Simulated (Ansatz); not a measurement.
## Band-structure calculation of MgTe (part 2 of 2)

The same run, continued: MgTe (P6₃mc, 4 atoms in the cell); DFT, HSE06, plane waves, PAW, no spin polarisation (Ansatz 0.2.0); cutoff 420 eV, 6×6×2 k-mesh, fixed occupations. The structure was built on a prototype by a generator. The geometry comes from this level: r2SCAN (a point of a series of strains). It belongs to a series of runs on one base structure; here: hydrostatic strain +1.0%.

Geometry of the input (Å; fractional positions):
```
4.6234  0.0000  0.0000
-2.3117  4.0040  0.0000
0.0000  0.0000  7.5296
Mg 0.3333  0.6667  -0.0006
Mg 0.6667  0.3333  0.4994
Te 0.3333  0.6667  0.3756
Te 0.6667  0.3333  0.8756
```

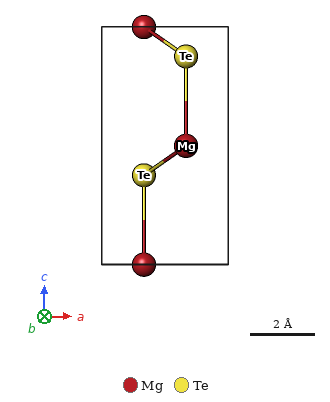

**Figure 1.** The structure as given in the input (ball-and-stick view of the cell of the calculation, along the b axis). An atom can appear more than once, as a periodic image.

File bands.tsv:
```
# k_distance	band_0	band_1	band_2	band_3	band_4	band_5	band_6	band_7	band_8	band_9	band_10	band_11	band_12	band_13	band_14	band_15	band_16	band_17	band_18	band_19	band_20	band_21	band_22	band_23	band_24	band_25	band_26	band_27	band_28	band_29	band_30
# fermi_ev = 3.492164
# lock_threshold_ev = 1e-6
# [0, 0, 0] at k_distance = 0.000000
# [0.5, 0, 0] at k_distance = 0.784615
# [0.3333333333, 0.3333333333, 0] at k_distance = 1.237613
# [0, 0, 0.5] at k_distance = 2.235064
# [0.5, 0, 0.5] at k_distance = 3.019679
# [0.3333333333, 0.3333333333, 0.5] at k_distance = 3.472677
# [-0.010417, 0.005208, 0] at k_distance = 4.476637
# levels_relative_to = fermi_ev
# free_energy_ev = -17820.956330
# largest_residual_norms_ev = 6.903e-5 7.935e-5 1.854e-4 1.707e-4 1.827e-4 2.130e-4 1.569e-4 1.925e-4 6.472e-5 6.033e-5 6.976e-5 7.683e-5 5.156e-4 6.878e-5 7.209e-4 7.283e-4 4.343e-5 5.717e-5 3.066e-4 3.073e-4 1.229e-3 7.832e-4 8.128e-4 8.164e-4 8.183e-4 8.200e-4 1.202e-3 1.580e-3 1.592e-3 1.326e-3 1.781e-3
0.000000	-80.244815	-80.244799	-45.136174	-45.135772	-45.135263	-45.135263	-45.135158	-45.135158	-37.298926	-37.298865	-37.298524	-37.298524	-37.298498	-37.298498	-37.290548	-37.290548	-37.290242	-37.290242	-11.052847	-10.411450	-3.385554	-0.504496	-0.504496	-0.001007	0.000000	0.000000	3.172105	3.742373	6.148627	6.148627	6.520883
0.784615	-80.244800	-80.244794	-45.136051	-45.135915	-45.135515	-45.135467	-45.135383	-45.135264	-37.299036	-37.298745	-37.298639	-37.298323	-37.298284	-37.298202	-37.290407	-37.290356	-37.290327	-37.290065	-10.429128	-10.204857	-3.204191	-2.718513	-2.017350	-1.263813	-0.997037	-0.458848	3.949345	4.661689	5.029571	6.367559	7.515708
1.237613	-80.244798	-80.244798	-45.135985	-45.135985	-45.135522	-45.135404	-45.135404	-45.135394	-37.298792	-37.298792	-37.298440	-37.298440	-37.298424	-37.298335	-37.290424	-37.290292	-37.290292	-37.290162	-10.260725	-10.260725	-2.662910	-2.662910	-2.404666	-1.433559	-1.433559	-1.395694	4.336277	6.520260	6.520260	6.947193	7.185024
2.235064	-80.244807	-80.244807	-45.135973	-45.135973	-45.135211	-45.135211	-45.135211	-45.135211	-37.298905	-37.298905	-37.298515	-37.298515	-37.298515	-37.298515	-37.290403	-37.290403	-37.290403	-37.290403	-10.759100	-10.759100	-2.048783	-2.048783	-0.265538	-0.265538	-0.265538	-0.265538	4.217590	4.217590	6.412331	6.412331	6.412331
3.019679	-80.244797	-80.244797	-45.135997	-45.135997	-45.135480	-45.135480	-45.135324	-45.135324	-37.298980	-37.298980	-37.298392	-37.298392	-37.298252	-37.298252	-37.290366	-37.290366	-37.290222	-37.290222	-10.315955	-10.315955	-3.296420	-3.296420	-0.913167	-0.913167	-0.902790	-0.902790	3.989725	3.989725	5.087078	5.087078	7.964639
3.472677	-80.244797	-80.244797	-45.135998	-45.135998	-45.135458	-45.135458	-45.135393	-45.135393	-37.298847	-37.298847	-37.298365	-37.298365	-37.298364	-37.298364	-37.290279	-37.290279	-37.290275	-37.290275	-10.255930	-10.255930	-3.078137	-3.078137	-1.968310	-1.968310	-0.647593	-0.647593	4.686090	4.686090	5.948513	5.948513	7.450107
4.476637	-80.244815	-80.244799	-45.136174	-45.135772	-45.135263	-45.135263	-45.135158	-45.135158	-37.298926	-37.298865	-37.298525	-37.298524	-37.298499	-37.298498	-37.290551	-37.290549	-37.290243	-37.290243	-11.052467	-10.411232	-3.384997	-0.507840	-0.505335	-0.005151	-0.000313	-0.000156	3.176176	3.746014	6.146018	6.150053	6.522097
```

File rho_z.tsv:
```
# z_ang	rho[e/angstrom^3]
# format = ansatz-planar-average/11
# lattice	4.623412002	0.000000000	0.000000000
# lattice	-2.311706001	4.003992246	0.000000000
# lattice	0.000000000	0.000000000	7.529640152
# sites	4
# site	12	-0.000000000	2.669328164	-0.004578412
# site	12	2.311706001	1.334664082	3.760241664
# site	52	-0.000000000	2.669328164	2.828193469
# site	52	2.311706001	1.334664082	6.593013545
0.000000	8.287822e-1
0.139438	6.954793e-1
0.278876	4.489493e-1
0.418313	2.274781e-1
0.557751	1.046312e-1
0.697189	5.981763e-2
0.836627	4.656770e-2
0.976064	4.282639e-2
1.115502	4.381161e-2
1.254940	4.836915e-2
1.394378	5.626551e-2
1.533816	6.801200e-2
1.673253	8.413409e-2
1.812691	1.056153e-1
1.952129	1.331645e-1
2.091567	1.760898e-1
2.231004	2.600704e-1
2.370442	4.023830e-1
2.509880	5.834981e-1
2.649318	7.501974e-1
2.788756	8.424276e-1
2.928193	8.262825e-1
3.067631	7.161348e-1
3.207069	5.837065e-1
3.346507	5.351091e-1
3.485945	6.254948e-1
3.625382	7.771971e-1
3.764820	8.287822e-1
3.904258	6.954793e-1
4.043696	4.489493e-1
4.183133	2.274781e-1
4.322571	1.046312e-1
4.462009	5.981763e-2
4.601447	4.656770e-2
4.740885	4.282639e-2
4.880322	4.381161e-2
5.019760	4.836915e-2
5.159198	5.626551e-2
5.298636	6.801200e-2
5.438073	8.413409e-2
5.577511	1.056153e-1
5.716949	1.331645e-1
5.856387	1.760898e-1
5.995825	2.600704e-1
6.135262	4.023830e-1
6.274700	5.834981e-1
6.414138	7.501974e-1
6.553576	8.424276e-1
6.693013	8.262825e-1
6.832451	7.161348e-1
6.971889	5.837065e-1
7.111327	5.351091e-1
7.250765	6.254948e-1
7.390202	7.771971e-1
```

File v_z.tsv:
```
# z_ang	v_es[eV]	v_tot[eV]
# format = ansatz-planar-average/11
# xc	hse06
# density_cutoff_ev	1680
# datasets	Mg=:simpson_from_first_knot:soft:fock:shift=0	Te=:simpson_from_first_knot:soft:fock:shift=0
# lattice	4.623412002	0.000000000	0.000000000
# lattice	-2.311706001	4.003992246	0.000000000
# lattice	0.000000000	0.000000000	7.529640152
# sites	4
# site	12	-0.000000000	2.669328164	-0.004578412
# site	12	2.311706001	1.334664082	3.760241664
# site	52	-0.000000000	2.669328164	2.828193469
# site	52	2.311706001	1.334664082	6.593013545
0.000000	-9.677815e-1	-8.274998e0
0.139438	2.525248e-1	-6.661550e0
0.278876	1.726640e0	-4.731972e0
0.418313	3.295275e0	-2.662448e0
0.557751	4.741585e0	-7.220185e-1
0.697189	5.868139e0	8.307121e-1
0.836627	6.672922e0	1.850483e0
0.976064	7.270500e0	2.539728e0
1.115502	7.731122e0	3.067456e0
1.254940	8.037670e0	3.301644e0
1.394378	8.172949e0	3.276628e0
1.533816	8.107292e0	3.022943e0
1.673253	7.793249e0	2.479404e0
1.812691	7.092147e0	1.475121e0
1.952129	6.057210e0	7.309855e-2
2.091567	5.114208e0	-1.274136e0
2.231004	4.637739e0	-2.183238e0
2.370442	4.722122e0	-2.515672e0
2.509880	5.190461e0	-2.405385e0
2.649318	5.667894e0	-2.176399e0
2.788756	5.721779e0	-2.281207e0
2.928193	5.087193e0	-3.013607e0
3.067631	3.748106e0	-4.398259e0
3.207069	1.942446e0	-6.206534e0
3.346507	1.213514e-1	-7.943854e0
3.485945	-1.179384e0	-9.055409e0
3.625382	-1.559311e0	-9.185270e0
3.764820	-9.677815e-1	-8.274998e0
3.904258	2.525248e-1	-6.661550e0
4.043696	1.726640e0	-4.731972e0
4.183133	3.295275e0	-2.662448e0
4.322571	4.741585e0	-7.220185e-1
4.462009	5.868139e0	8.307121e-1
4.601447	6.672922e0	1.850483e0
4.740885	7.270500e0	2.539728e0
4.880322	7.731122e0	3.067456e0
5.019760	8.037670e0	3.301644e0
5.159198	8.172949e0	3.276628e0
5.298636	8.107292e0	3.022943e0
5.438073	7.793249e0	2.479404e0
5.577511	7.092147e0	1.475121e0
5.716949	6.057210e0	7.309855e-2
5.856387	5.114208e0	-1.274136e0
5.995825	4.637739e0	-2.183238e0
6.135262	4.722122e0	-2.515672e0
6.274700	5.190461e0	-2.405385e0
6.414138	5.667894e0	-2.176399e0
6.553576	5.721779e0	-2.281207e0
6.693013	5.087193e0	-3.013607e0
6.832451	3.748106e0	-4.398259e0
6.971889	1.942446e0	-6.206534e0
7.111327	1.213514e-1	-7.943854e0
7.250765	-1.179384e0	-9.055409e0
7.390202	-1.559311e0	-9.185270e0
```

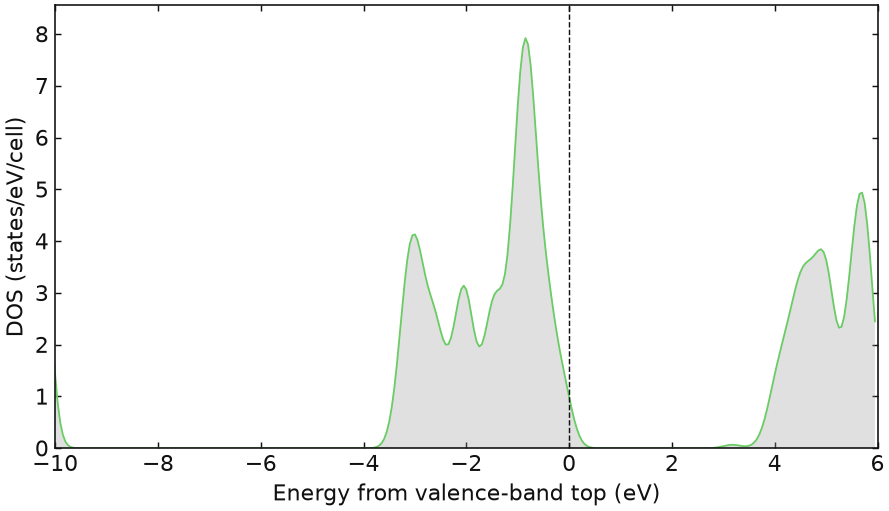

**Figure 2.** Density of states (the curve is built from the levels of the k mesh with Gaussians 0.4 eV wide, which also blur the band edges), with energies from the valence-band top. There is a gap of 3.17 eV on the k-point mesh. Small ripples come from the finite k-point mesh.

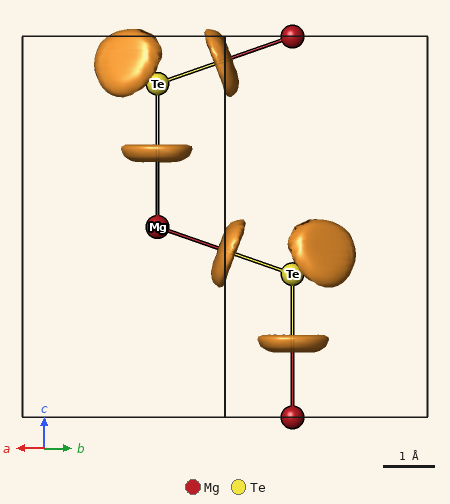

**Figure 3.** Isosurface of the ELF at 0.8 (orange), seen along [110]. Core shells and regions of very low density are left out. Sticks mark near contacts. The outline is the cell set on symmetry axes. Along the contacts the grid gives the following. Mg–Te (2.83 Å): the ELF is about 0.85 at the midpoint. The fields are those of the smooth PAW valence density.

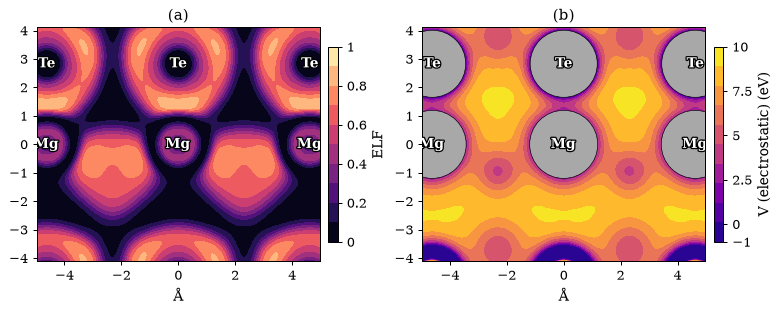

**Figure 4.** (a) electron localisation function; (b) electrostatic potential (local pseudopotential plus Hartree) felt by an electron on the (100) plane of the conventional cell. Grey discs, where drawn, cover atomic cores. The section cuts through Mg and Te sites. Mg–Te (2.83 Å): the ELF is about 0.90 at the midpoint. Outside the cores the potential energy rises away from the atoms and is highest about 2.6 Å from the nearest atoms; outside the discs it spans about 10 eV, and its zero is arbitrary.

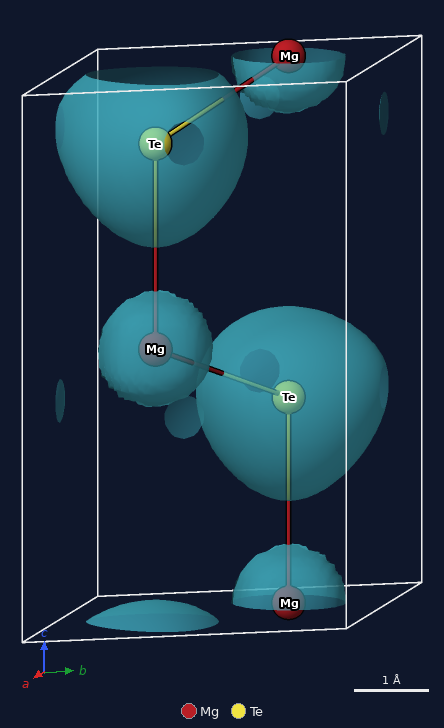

**Figure 5.** Isosurface of the valence pseudo-density at 0.3 e/Å³ (cyan), seen slightly off an axis. Sticks mark near contacts. The outline is the cell set on symmetry axes. At this value the density breaks into separate islands; it holds about 80 % of the electrons treated as valence (semicore included). It is pinched off along the Mg–Te (2.83 Å) contacts. On the grid the lowest density along these lines, outside the cores, is 0.18 e/Å³ (Mg–Te, 2.83 Å).

Summary:

| quantity | value |
| --- | --- |
| outcome | converged |
| space group (tolerance 0.01 Å) | P6₃mc (186) |
| electrons treated | 52 |
| free energy | −17820.9563 eV |
| Fermi energy | 3.492 eV |
| gap on the k-point mesh | 3.17 eV |
| pressure | −1.10 GPa |
| largest force (length of the vector) | 0.002 eV/Å |
| hardware | 1 × NVIDIA H100 80GB HBM3, 2 threads of AMD EPYC (Zen 3), 1656 GiB of memory available, shared host |
| wall time | 26 s (CPU time 40 s) |
| peak memory | 2.5 GiB |

Remarks:

The program warns: the exchange loop's threshold is looser than advised for the stress; the SCF threshold is looser than advised for the printed stress. Spin-orbit coupling is left out, which matters for Te.
